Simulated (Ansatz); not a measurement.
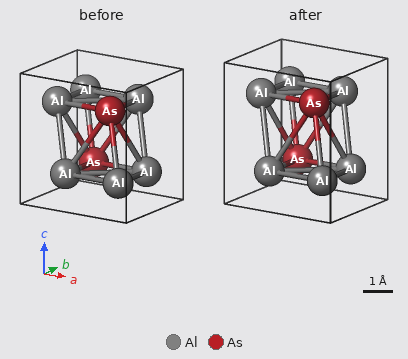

The structure of crystalline Al$_{3}$As (a generated structure, set up in P6_3/mmc) (coarse preliminary run) before (left) and after (right) a relaxation, at one scale.

Style: ball-and-stick. Shown: the cell of the calculation, slightly off an axis.

Method: DFT PBE, scalar-relativistic, plane waves, PAW (Ansatz).

Input file:
```yaml
crystal:
  lattice:
    - [5.71977204, 0.0, 0.0]
    - [-2.85988602, 4.95346789, 0.0]
    - [0.0, 0.0, 4.5661834]
  atoms:
    - { symbol: Al, position: [0.167472, 0.33494401, 0.75] }
    - { symbol: Al, position: [0.66505599, 0.832528, 0.75] }
    - { symbol: Al, position: [0.167472, 0.832528, 0.75] }
    - { symbol: Al, position: [0.832528, 0.66505599, 0.25] }
    - { symbol: Al, position: [0.33494401, 0.167472, 0.25] }
    - { symbol: Al, position: [0.832528, 0.167472, 0.25] }
    - { symbol: As, position: [0.66666667, 0.33333333, 0.75] }
    - { symbol: As, position: [0.33333333, 0.66666667, 0.25] }
basis:
  ecutwfc: 420
kpoints:
  mp_grid: { grid: [6, 6, 4] }
hamiltonian:
  xc: pbe
scf:
  occupations: { method: gaussian, width: 0.1 }
  lower_state_search: "off"
output:
  forces: true
  stress: true
  eigenvalues: true
relax:
  adjacent_minimum: "off"
  f_tol: 0.04
  max_steps: 70
  cell: { stress_tol: 0.4 }
```

Command:
```bash
ansatz run input.yaml --threads 1 --pin off --max-ram 2560MiB --backend cpu --events-out ev --progress --plain --runs-dir out
```

**Describe what moved and what it gained.**

Over 3 accepted moves (4 points after the start) the energy falls by 0.401 eV per cell of the calculation. Largest force component: 0.19 eV/Å at the start, 0.007 eV/Å at the end. The pressure goes from 6.97 to −0.02 GPa. At 1 point the geometry stayed and the basis and grid were re-selected for the new cell (energy shift of 7.6 meV per cell of the calculation at most each time). The largest moves relative to the cell, 0.004 Å, are those of Al1, Al2, Al3, Al4, Al5 and Al6. Al5 goes along [−2 −1 0]. As stays in place. The drawn cell changes as follows: a = b 5.720 → 5.730 Å (+0.2 %), c 4.566 → 4.943 Å (+8.3 %); the volume changes by +8.6 %. Among the contacts that change: Al1–As8 2.813 → 2.972 Å, Al1–Al5 2.822 → 2.976 Å, Al1–Al2 2.846 → 2.859 Å, Al1–As7 2.860 → 2.865 Å. The space group stays P6_3/mmc (No. 194).
